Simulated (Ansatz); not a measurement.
CdIn₂S₄

CdIn₂S₄, 56 atoms, a = 10.68 Å, b = 10.68 Å, c = 10.68 Å, α = 90.00°, β = 90.00°, γ = 90.00°.

Space group Fd-3m; changed on purpose from its base cell (volume × 0.91, shape and atoms relaxed); computed pressure about 8 GPa in this cell.

Theory: Ansatz 0.2.0, DFT PBE, scalar-relativistic, plane waves, PAW.

In a PAW calculation such maps are meaningful between the atoms, not at the nuclei.

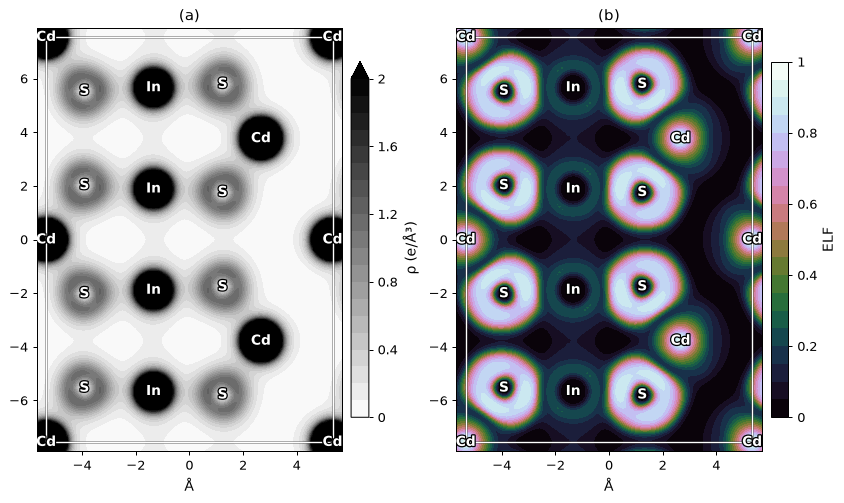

Figure 1. (a) valence pseudo-density; (b) ELF on the (101) plane of the conventional cell.

**Interpret the plot.**

The plane passes through Cd, In and S nuclei.
Cd–S (2.47 Å): ρ at the midpoint is about 0.46 e/Å³; the ELF peaks at about 0.90 in the valence shell of S, 0.8 Å from its nucleus, and is about 0.30 at the midpoint.
In–S (2.58 Å): ρ at the midpoint is about 0.4 e/Å³; the ELF peaks at about 0.90 in the valence shell of S, 0.8 Å from its nucleus, and is about 0.40 at the midpoint.
Between the atoms the lowest density in this plane is 0.01 e/Å³.
The features right at Cd lie inside the PAW spheres, where the map follows smoothed inner orbitals and isn't to be read closely.

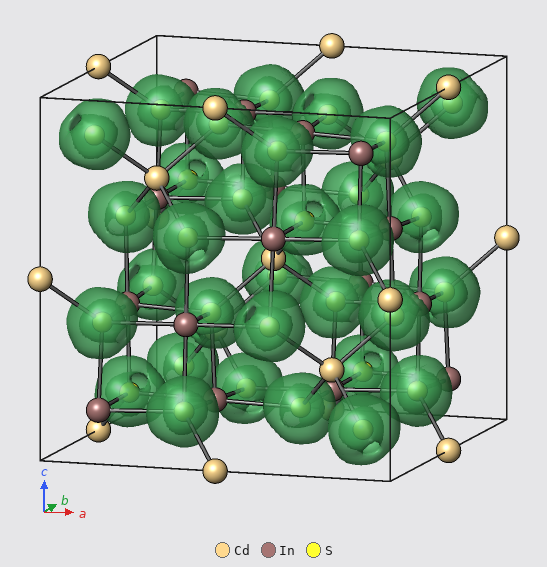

Figure 2. Isosurface of the ELF at 0.8 (green), seen slightly off an axis. Core shells and regions of very low density are left out. Sticks mark near contacts.

**Identify the bonds, lone pairs and shells in this picture.**

At this value the surface marks out 32 regions wrapped around S (the valence shell of each), counted in one cell of 56 atoms. Any copies at cell faces, edges or corners count once.

**Metal or insulator at this level of theory?**

It is gapped, with a Kohn–Sham gap of 1.6 eV on the k-point mesh, an upper bound to the gap of this method.
